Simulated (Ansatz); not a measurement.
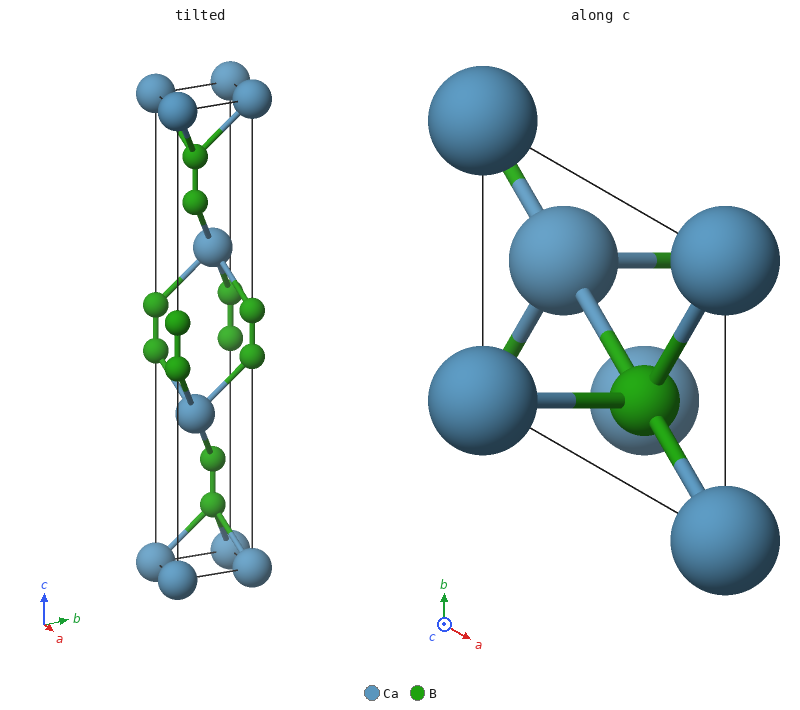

Ball-and-stick drawing of the structure, looking slightly off an axis and along the c axis. The outline marks the conventional unit cell. Cell: a = 3.46 Å, b = 3.46 Å, c = 16.33 Å, α = 90.00°, β = 90.00°, γ = 120.00°.

The cell started as a structure type filled with these elements by a generator (whether the compound takes this form wasn't checked). Earlier steps of the study may have refined or changed the cell and positions. Ansatz was used for an electronic-structure calculation on it.

In words:

Answer. The material is CaB2. The atoms follow space group R-3m (No. 166); the Bravais lattice is rhombohedral (trigonal R). The cell comprises 3 formula units: 3 Ca, 6 B. Each Ca has six B in a distorted octahedral arrangement at about 2.8 Å. About every B there are three Ca and one B (about 2.8 Å to Ca, 1.6 Å to B). The bonds build a three-dimensional framework.

The numbers come from DFT PBE, scalar-relativistic, plane waves, PAW (Ansatz), using a 420 eV plane-wave basis, k-points about 0.14 Å⁻¹ apart, Gaussian smearing of 0.1 eV, no spin polarisation.

Is it conducting or gapped at this level?

Answer. A metal: bands cross the Fermi level.

How charged are the atoms, by the Bader scheme?

Answer. Ca +1.32 e; B -0.66 e.

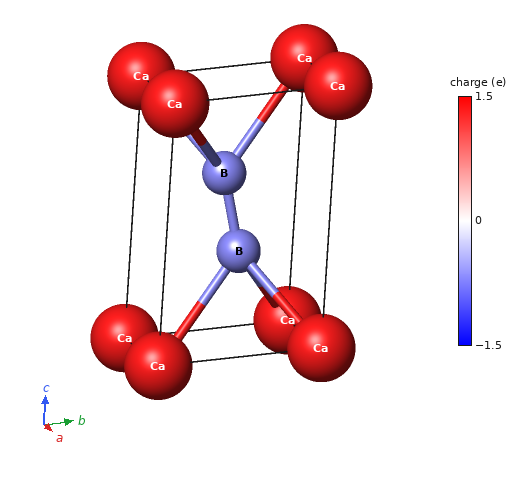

The atoms coloured by those charges. The run's cell of 3 atoms is drawn in a reduced setting, so axes and origin can differ from the first picture.

Do the forces and the stress vanish for this geometry?

Answer. Yes. The largest force is 0.01 eV/Å. The pressure is 0.0 GPa, close to zero.
